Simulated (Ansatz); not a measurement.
**Energy of Ni along a strain of the cell**

System: Ni (I4/mmm, 1 atom in the cell).
Method: Kohn-Sham DFT of a periodic cell, PBEsol, Ansatz PAW, spin-polarised (Ansatz 0.2.0).

The 5 runs differ only in the geometry, by a strain of the cell at fixed fractional positions. Against run 3, the strain is εzz = η. The structure derives from a Materials Project entry.

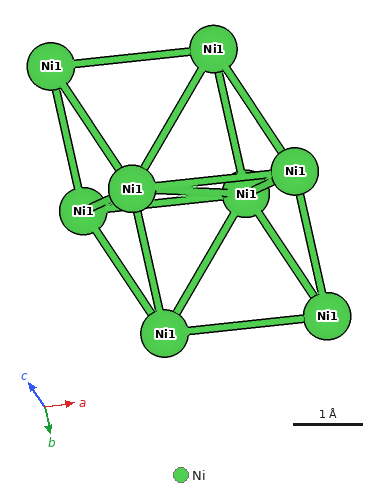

Figure 1. The structure of run 3 (ball-and-stick view of the reduced cell, seen at an oblique angle; atoms are numbered from 1 in the order of the input).

### Input of run 3
```yaml
crystal:
  lattice:
    - [0.0, 1.737572933, 1.7549486623]
    - [1.737572933, 0.0, 1.7549486623]
    - [1.737572933, 1.737572933, 0.0]
  atoms:
    - { symbol: Ni, position: [0.0, 0.0, 0.0], spin: 1.0 }
hamiltonian:
  xc: pbesol
  pseudopotentials: { kind: paw }
magnetization:
  spin_polarized: true
kpoints:
  mp_grid: { grid: [11, 11, 11] }
scf:
  occupations: { method: fermi_dirac, width: 0.05 }
output:
  forces: true
  stress: true
  eigenvalues: true
```

Command:
```bash
ansatz run input.yaml --threads 2 --pin off --max-ram 5632MiB --backend cpu --events-out ev --progress --plain --runs-dir out
```

Lattice vectors (Å) and fractional positions of run 3:
```
   0.000000    1.737573    1.754949
   1.737573    0.000000    1.754949
   1.737573    1.737573    0.000000
Ni  0.000000  0.000000  0.000000
```

Run 4 differs from it as follows:
```diff
-    - [0.0, 1.737572933, 1.7549486623]
-    - [1.737572933, 0.0, 1.7549486623]
+    - [0.0, 1.737572933, 1.7723243917]
+    - [1.737572933, 0.0, 1.7723243917]
```

### Results, with one run withheld

```tsv
run	strain parameter η (%)	free energy per atom, from the lowest run given (meV)	pressure (GPa)
1	−1.9802	0.00	−0.43
2	−0.9901	0.72	−2.70
3	0.0000	3.50	−4.82
4	0.9901	?	?
5	2.9703	23.22	−10.37
```

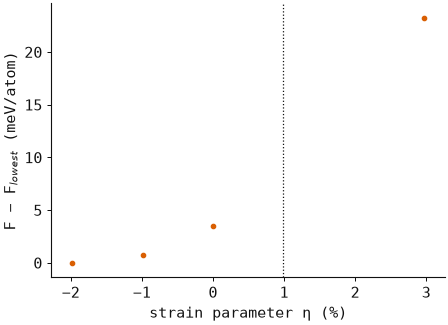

Figure 2. Free energy per atom of the runs given; the dotted line marks run 4.

Fit the runs given and predict run 4.

A quadratic polynomial in the coordinate, fitted to the 4 runs given, misses them by at most 0.04 meV per atom. With x = η − 0.0000, it reads F = 3.4729 + 3.7169 x + 0.98718 x² (meV per atom). At run 4 it gives 8.12 meV per atom, and the run itself gives 8.25. The fit has its minimum at η = −1.8826 %.

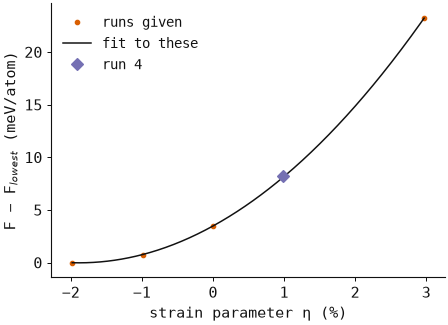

Figure 3. The fit and the withheld run.

### Output, shortened to warnings, some set-up lines, iterations and results (run 4)
```
Basis set: ecut = 420 eV, 181 PW (Γ), exchange–correlation on 36×36×36 points (8 copies of the dense FFT grid, shifted against one another)
Symmetry: 16 space group operations
k-points: 126 of 1331
Initial density: superposition of atomic densities (chi_scale 0.1, normalization cell)
[...]
SCF iter   1: F=—  HF=-5804.399204 eV  |F-HF|=—  |Δ(HF+E_count)|=         —  Δρ=8.26e-2 (↑4.85e-2 ↓8.26e-2)  dr2=1.09e0  dr2_m=3.10e-2  M=0.927 μB ∫|m|=0.983 μB  β_m=0.30  …
SCF iter   2: F=—  HF=-5804.079091 eV  |F-HF|=—  |Δ(HF+E_count)|=   3.20e-1  Δρ=6.91e-2 (↑2.49e-2 ↓6.91e-2)  dr2=3.97e-1  dr2_m=7.41e-2  M=0.689 μB ∫|m|=0.752 μB  β_m=0.24  …
SCF iter   3: F=—  HF=-5804.242769 eV  |F-HF|=—  |Δ(HF+E_count)|=   1.64e-1  Δρ=3.40e-2 (↑1.39e-2 ↓3.40e-2)  dr2=2.93e-2  dr2_m=4.75e-2  M=0.696 μB ∫|m|=0.763 μB  β_m=0.42  …
SCF iter   4: F=—  HF=-5804.647950 eV  |F-HF|=—  |Δ(HF+E_count)|=   4.05e-1  Δρ=3.94e-2 (↑9.46e-3 ↓3.94e-2)  dr2=9.78e-2  dr2_m=3.68e-2  M=0.627 μB ∫|m|=0.701 μB  β_m=0.42  …
SCF iter   5: F=—  HF=-5804.853635 eV  |F-HF|=—  |Δ(HF+E_count)|=   2.06e-1  Δρ=1.73e-2 (↑5.40e-3 ↓1.73e-2)  dr2=1.11e-2  dr2_m=1.09e-2  M=0.605 μB ∫|m|=0.684 μB  β_m=0.60  …
SCF iter   6: F=—  HF=-5804.973186 eV  |F-HF|=—  |Δ(HF+E_count)|=   1.20e-1  Δρ=2.96e-3 (↑2.96e-3 ↓1.72e-3)  dr2=1.19e-4  dr2_m=5.30e-4  M=0.579 μB ∫|m|=0.665 μB  β_m=0.80  …
SCF iter   7: F=—  HF=-5804.973259 eV  |F-HF|=—  |Δ(HF+E_count)|=   7.38e-5  Δρ=2.25e-3 (↑2.25e-3 ↓1.20e-3)  dr2=7.42e-4  dr2_m=2.85e-5  M=0.579 μB ∫|m|=0.665 μB  β_m=0.90  …
SCF iter   8: F=—  HF=-5804.973527 eV  |F-HF|=—  |Δ(HF+E_count)|=   2.68e-4  Δρ=1.43e-3 (↑1.43e-3 ↓2.19e-4)  dr2=1.30e-4  dr2_m=5.32e-5  M=0.579 μB ∫|m|=0.666 μB  β_m=0.75  …
SCF iter   9: F=—  HF=-5804.973548 eV  |F-HF|=—  |Δ(HF+E_count)|=   2.05e-5  Δρ=2.96e-4 (↑2.96e-4 ↓8.03e-5)  dr2=3.53e-6  dr2_m=3.27e-6  M=0.579 μB ∫|m|=0.665 μB  β_m=0.87  …
SCF iter  10: F=—  HF=-5804.973548 eV  |F-HF|=—  |Δ(HF+E_count)|=   5.04e-7  Δρ=4.82e-5 (↑2.96e-5 ↓4.82e-5)  dr2=2.31e-8  dr2_m=1.47e-7  M=0.579 μB ∫|m|=0.665 μB  β_m=0.78  …
SCF iter  11: F=—  HF=-5804.973548 eV  |F-HF|=—  |Δ(HF+E_count)|=   1.72e-8  Δρ=2.08e-5 (↑3.32e-6 ↓2.08e-5)  dr2=2.47e-8  dr2_m=1.20e-8  M=0.579 μB ∫|m|=0.665 μB  β_m=0.89  …
SCF iter  12: F=-5804.973548 eV  HF=-5804.973548 eV  |F-HF|=2.83e-9  |Δ(HF+E_count)|=   1.86e-9  Δρ=4.97e-6 (↑2.46e-6 ↓4.97e-6)  dr2=3.49e-9  dr2_m=1.72e-10  M=0.579 μB …
SCF 1 converged in 12 iterations: F = -5804.973548 eV  dr2 = 3.49e-9
SCF converged after 12 iterations
Magnetization: 0.5789 μB (9.2895 up, 8.7105 down)
Absolute magnetization: 0.6661 μB (∫|ρ↑−ρ↓|, with the PAW one-centre terms)
Spin contamination: 0.0053 ħ² per cell (⟨S²⟩ above its minimum at these occupations)
Per-site moments (μB) at R_I (Å): [(0.6163421267450685, 1.0136359230776613)]
Free energy (F): -5804.973548 eV
Harris-Foulkes:  -5804.973548 eV  (|F-HF|=2.83e-9)
Internal energy: -5804.959572 eV  (E = F + TS)
E sigma→0 (E₀):  -5804.966560 eV
Entropy (-TS):   -0.013976 eV (-13.976 meV/atom)
Fermi energy:    18.368577 eV
--- Per-component energies (eV) ---
  E_band       = -279.835146
  E_kinetic    = 282.610542
  E_local      = -3408.392652  (includes V_loc(G=0)·N_el)
  E_nonlocal   = 636.130476
  E_hartree    = 1420.884143
  E_xc         = -84.561505
  E_vxc        = -109.439413  (∫ρ·V_xc dr)
  E_paw        = -1594.441570  (= ΣΔE_a)
  E_vpaw       = -522.508371  (= ΣTr[D̂ρ^β])
  E_aug_tail   = 0.000492  (compensation charges beyond the density's cutoff)
  E_ewald      = -3057.386786
  E_core_change = 0.197289  (= ΣΔE_core)
  E_smearing   = -0.013976  (= −TS)
  E_closure    = 0.000000  (closes the sum)
  Σ components = -5804.973548   (vs F -5804.973548, Δ=0.00e0)
--- Forces (eV/Å), atoms counted from 1 ---
  atom   1  Ni     0.00000000     0.00000000    -0.00000000
  max |Σ_I F_I| component: 2.47e-32 eV/Å
--- Stress (GPa, compression-positive) ---
       -5.851232       0.000000       0.000000
        0.000000      -5.851232       0.000000
        0.000000       0.000000      -8.689568
  P = ⅓ Tr σ = -6.7973 GPa (-67.973 kbar)
```
